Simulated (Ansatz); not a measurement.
# Fermi surface of Ti5Si in space group R32

```
CELL_PARAMETERS angstrom
2.52284 1.45656 4.44090
-2.52284 1.45656 4.44090
0.00000 -2.91312 4.44090
ATOMIC_POSITIONS crystal
Ti 0.15144 0.15144 0.15144
Ti 0.60535 0.39465 0.00000
Ti 0.00000 0.60535 0.39465
Ti 0.84856 0.84856 0.84856
Ti 0.39465 0.00000 0.60535
Si 0.50000 0.50000 0.50000
```

Theory: DFT LDA, scalar-relativistic, plane waves, PAW; levels and slopes on a dense k mesh at the converged density (Ansatz 0.2.0). No spin polarisation. Mesh 18×18×18, interpolated with the band slopes. Unrelaxed database geometry (residual pressure −8 GPa). The cell comes from a database of computed structures, not from a measurement.

Part 1: The sheets

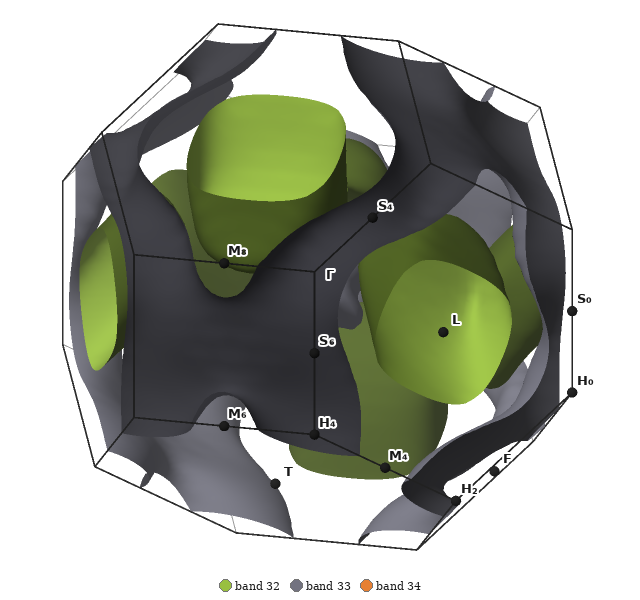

Fermi surface of this crystal. Each colour is one band. The brighter face of a sheet looks towards empty states.

Question: What does each sheet look like, and where are the electron and hole pockets?

Answer: Three bands cross the Fermi level; this is a three-dimensional metal.

Band 32: three hole pockets centred at L (each 4.1 % of the zone) and two hole pockets on the Γ–T line (each 0.61 % of the zone).
Band 33: one electron pocket centred at Γ (0.55 % of the zone) and an open electron network that joins neighbouring zones in all directions (13 % of the zone).
Band 34: one electron pocket centred at Γ, no more than about three mesh steps wide (0.09 % of the zone), only 50 meV deep.
A pocket cut by a face of the zone is counted once with the part on the opposite face.
The shape of the surface of band 32 and band 34 changes its kind within 0.03 eV of this level, so small parts may appear, vanish, join or separate.

Part 2: Weight on the atoms

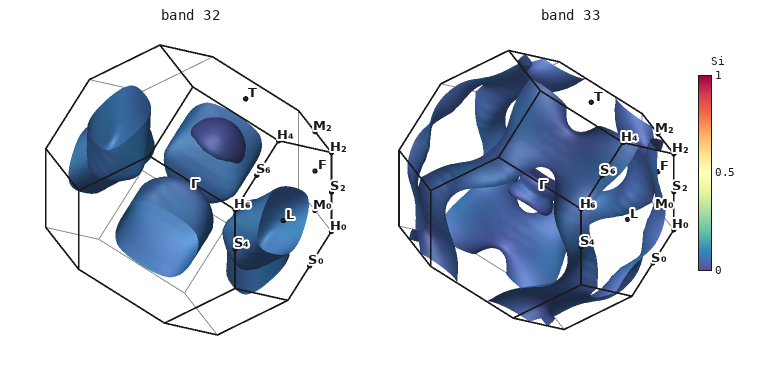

Fermi surface of this crystal (the two sheets of greatest area among three bands), coloured by the weight of the states on Si (Voronoi cells).

Question: On which elements do the states at the Fermi level lie?

Answer: Band 32: Ti (94 %); Si holds 6 %. Band 33: Ti (95 %); Si holds 5 %.

Part 3: Speeds

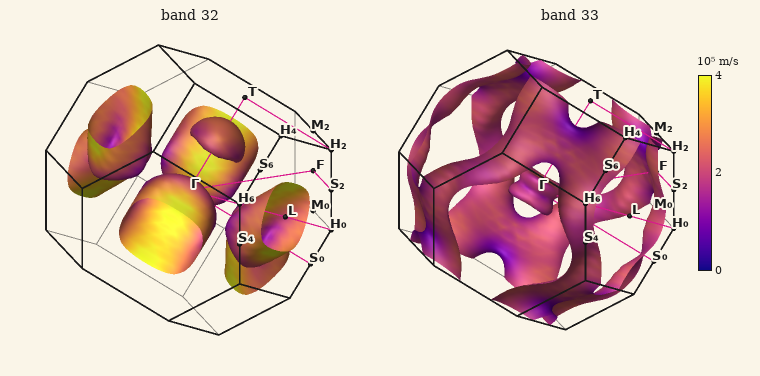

Fermi surface of this crystal (the two sheets of greatest area among three bands), coloured by the Fermi speed.

Question: How fast are the electrons on each sheet?

Answer: Band 32: 1.5 to 4.0 × 10⁵ m/s over most of the sheet, 2.5 × 10⁵ m/s on average over states. Band 33: 1.2 to 2.3 × 10⁵ m/s over most of the sheet, 1.9 × 10⁵ m/s on average over states.

Part 4: Cuts and bands

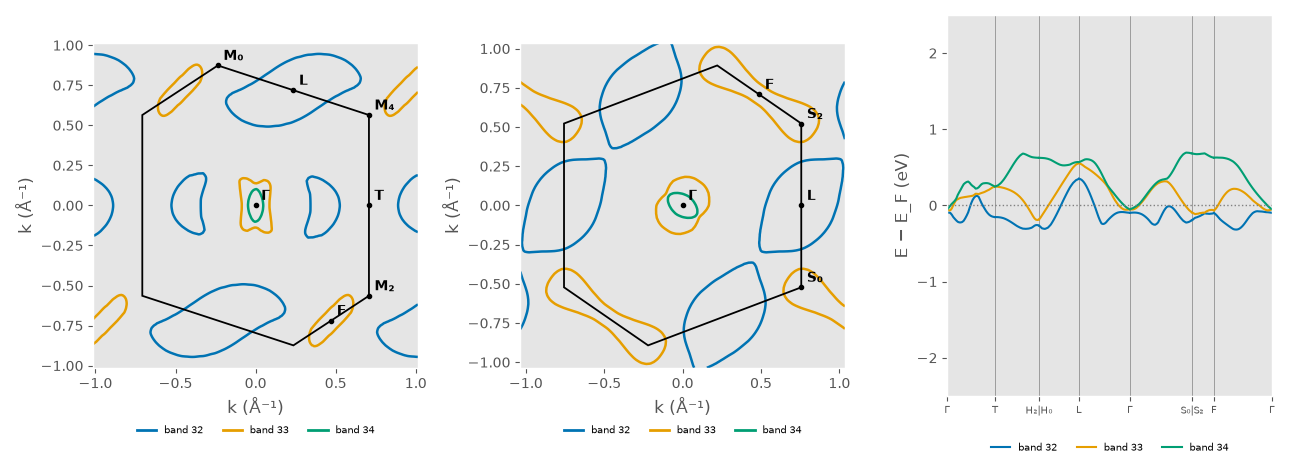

This crystal: cuts through the Fermi surface in the plane through Γ, T and L and the plane through Γ, L and F, and the bands that cross the Fermi level.

Question: For each band, read its level at the labelled points (eV from the Fermi level).

Answer:
```json
{"band": "band 32", "Γ": "−0.10", "T": "−0.15", "L": "+0.35", "F": "−0.10"}
{"band": "band 33", "Γ": "−0.05", "T": "+0.25", "L": "+0.56", "F": "−0.07"}
{"band": "band 34", "Γ": "−0.05", "T": "+0.25", "L": "+0.57", "F": "+0.63"}
```

Negative values are filled states.

A magnetic state wasn't tried and may lie lower. Necks and pockets thinner than about two mesh steps aren't resolved, so separate pockets may in truth be joined.

Cost: 89 s on 2 threads of Intel(R) Xeon(R) Platinum 8488C (Sapphire Rapids), on a shared host, peak memory 1.2 GiB.
